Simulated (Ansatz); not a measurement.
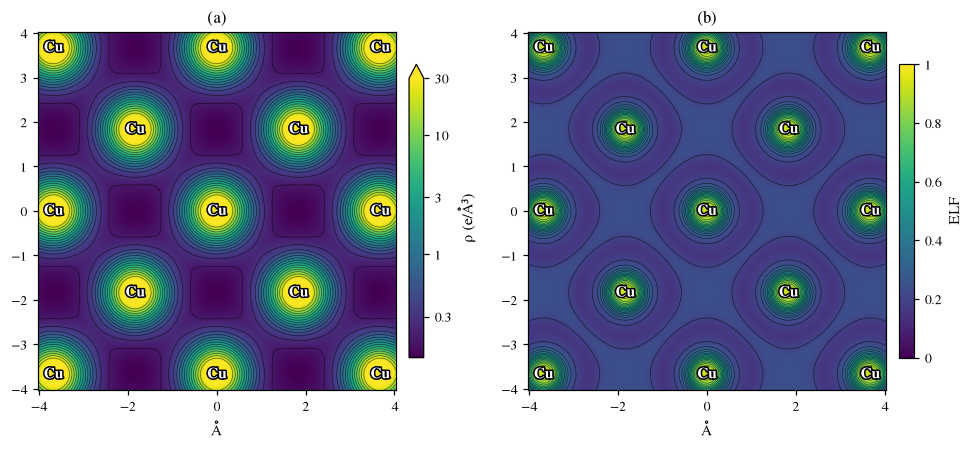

Figure 1: Cu. (a) valence charge density (pseudo); (b) ELF on the (100) plane of the conventional cell.

Space group Fm-3m; computed without spin polarisation.

These are results of Ansatz, DFT RPBE, scalar-relativistic, plane waves, PAW, not measurements.

In a PAW calculation such maps are meaningful between the atoms, not at the nuclei.

Input file:

```
crystal:
  lattice:
    - [0.0, 1.8075, 1.8075]
    - [1.8075, 0.0, 1.8075]
    - [1.8075, 1.8075, 0.0]
  atoms:
    - { symbol: Cu, position: [0.0, 0.0, 0.0] }
basis:
  ecutwfc: 420
kpoints:
  mp_grid: { grid: [20, 20, 20] }
hamiltonian:
  xc: rpbe
scf:
  occupations: { method: gaussian, width: 0.1 }
output:
  forces: true
  stress: true
  eigenvalues: true
  write_density: true
  write_potential: true
  elf: true
  volumetric_format: npy
relax:
  adjacent_minimum: "off"
  f_tol: 0.005
  max_steps: 80
  cell: { stress_tol: 0.05 }
```

Command:

```sh
ansatz run input.yaml --threads 2 --pin off --max-ram 5120MiB --backend cpu --events-out ev --progress --plain --runs-dir out
```

Below, planes, directions and counts refer to the conventional cell (a = 3.67 Å, b = 3.67 Å, c = 3.67 Å, α = 90.00°, β = 90.00°, γ = 90.00°).

The fields are those of the run's last geometry, not of the input's.

Q: What do the fields say about this system?

A:
- The section cuts through Cu sites.
- Cu–Cu (2.60 Å): the density is about 0.24 e/Å³ at the midpoint; the ELF is about 0.20 at the midpoint (no localised pair shows between them).
- Between the atoms the lowest density in this plane is 0.14 e/Å³.
- The features right at Cu lie inside the PAW spheres, where the map follows smoothed inner orbitals and isn't to be read closely.

Q: Metal or insulator at this level of theory?

A: It is metallic or semimetallic at this level of theory: no gap opens.
